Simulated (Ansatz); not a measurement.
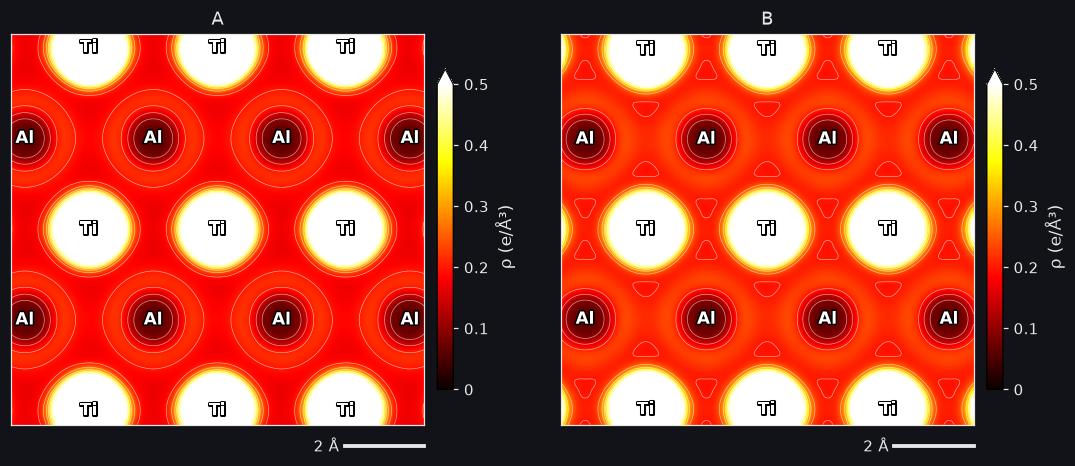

TiAl. The valence charge density (pseudo) of two cells that differ in size and shape, on the (011) plane of each (indices in the axes of the calculation cell), at one length scale and on one colour scale; one has 15.7 and the other 17.0 Å³ an atom.

The calculation used DFT PBEsol, scalar-relativistic, plane waves, PAW in Ansatz.

The density is the valence pseudo-density of a PAW calculation; it isn't the true density close to the nuclei.

> Which panel shows the smaller cell, and what does the compression change?

Panel B is the smaller cell, by 7 % in volume. From the larger cell to the smaller, Ti–Al goes from 2.80 to 2.74 Å, and the density at its midpoint from 0.19 to 0.21 e/Å³; the pressure goes from −8 to 0.1 GPa.
